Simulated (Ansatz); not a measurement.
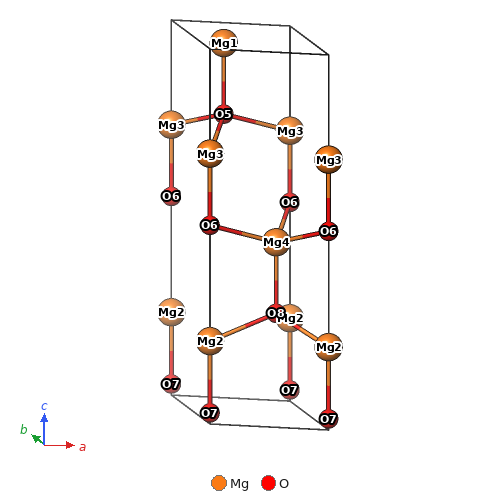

The system is MgO (P6_3mc, No. 186; 8 atoms in the cell); the picture shows the reference structure. The energy is mapped over volume and the cell's shape. The first coordinate is: volume per atom; the second: c/a of the conventional cell. Nothing is relaxed (fractional coordinates fixed). Grid: 7 × 7 points. Points are written as (first, second). Energies are in meV/atom, from the lowest grid point. Method: DFT PBE, scalar-relativistic, plane waves, PAW (Ansatz). Settings: cutoff 520 eV, k-mesh 9×9×4 in the order of the run's cell vectors, gaussian smearing 0.05 eV, no spin polarisation.

Its coordinates:

```
CELL_PARAMETERS angstrom
3.28053 0.00000 0.00000
-1.64026 2.84102 0.00000
0.00000 0.00000 10.51390
ATOMIC_POSITIONS crystal
Mg 0.33333 0.66667 0.96949
Mg 0.00000 0.00000 0.22082
Mg 0.00000 0.00000 0.72082
Mg 0.66667 0.33333 0.46949
O 0.33333 0.66667 0.78004
O 0.00000 0.00000 0.52964
O 0.00000 0.00000 0.02964
O 0.66667 0.33333 0.28004
```

The input of one point:

```yaml
crystal:
  lattice:
    - [3.2805263433, 0.0, 0.0]
    - [-1.6402631717, 2.8410191511, 0.0]
    - [0.0, 0.0, 10.5138967343]
  atoms:
    - { symbol: Mg, position: [0.3333333333, 0.6666666667, 0.9694906392] }
    - { symbol: Mg, position: [0.0, 0.0, 0.2208211786] }
    - { symbol: Mg, position: [0.0, 0.0, 0.7208211786] }
    - { symbol: Mg, position: [0.6666666667, 0.3333333333, 0.4694906392] }
    - { symbol: O, position: [0.3333333333, 0.6666666667, 0.7800420079] }
    - { symbol: O, position: [0.0, 0.0, 0.5296443544] }
    - { symbol: O, position: [0.0, 0.0, 0.0296443544] }
    - { symbol: O, position: [0.6666666667, 0.3333333333, 0.2800420079] }
basis:
  ecutwfc: 520.0
kpoints:
  mp_grid: { grid: [9, 9, 4] }
hamiltonian:
  xc: pbe
  pseudopotentials: { kind: paw, azcp: { folder: soft_1 } }
scf:
  occupations: { method: gaussian, width: 0.05 }
output:
  forces: true
  stress: true
  eigenvalues: true
```

Range: volume per atom from 10.78 to 13.72 Å³; c/a of the conventional cell from 2.672 to 3.845.

Question: What landscape does the calculation give?

Answer: The lowest grid point is at (12.25 Å³, 3.205). No other kind of well shows on this grid. The highest grid point, (10.78 Å³, 2.672), lies 338 meV/atom above the lowest. Round the minimum the two coordinates are nearly uncoupled. The gap on the k-mesh is 3.5 eV at the lowest point and runs from 2.5 to 4.2 eV over the map.

| c/a of the conventional cell ↓, volume per atom → | 10.78 | 11.27 | 11.76 | 12.25 | 12.74 | 13.23 | 13.72 |
| --- | --- | --- | --- | --- | --- | --- | --- |
| 3.845 | 299 | 233 | 190 | 167 | 158 | 163 | 178 |
| 3.618 | 180 | 125 | 91 | 76 | 75 | 87 | 108 |
| 3.405 | 105 | 57 | 29 | 19 | 24 | 40 | 66 |
| 3.205 | 78 | 32 | 7 | 0 | 7 | 25 | 52 |
| 3.016 | 103 | 56 | 30 | 21 | 26 | 43 | 70 |
| 2.839 | 187 | 133 | 101 | 87 | 87 | 99 | 121 |
| 2.672 | 338 | 271 | 228 | 203 | 194 | 198 | 213 |

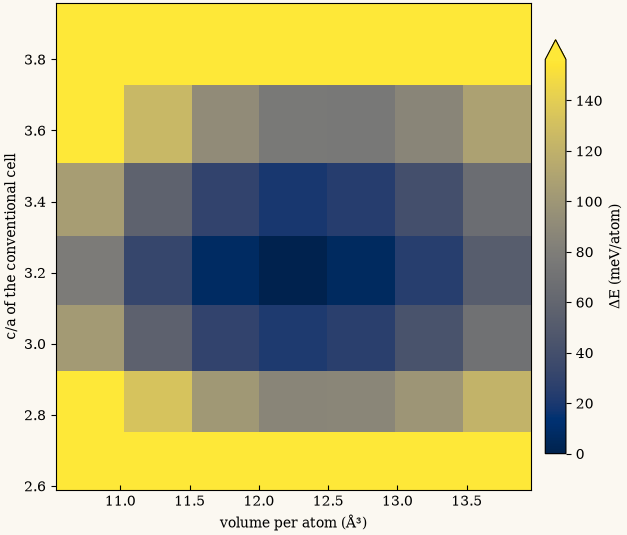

In the figure: one coloured cell a grid point, one colour for all values above the top of the scale.

Each point was launched as `ansatz run input.yaml --threads 2 --pin off --max-ram 4096MiB --backend cpu --events-out ev --progress --plain --runs-dir out`. The whole map (49 points run) took 13 min on 2 threads of Arm Neoverse N1, with other jobs on the host.
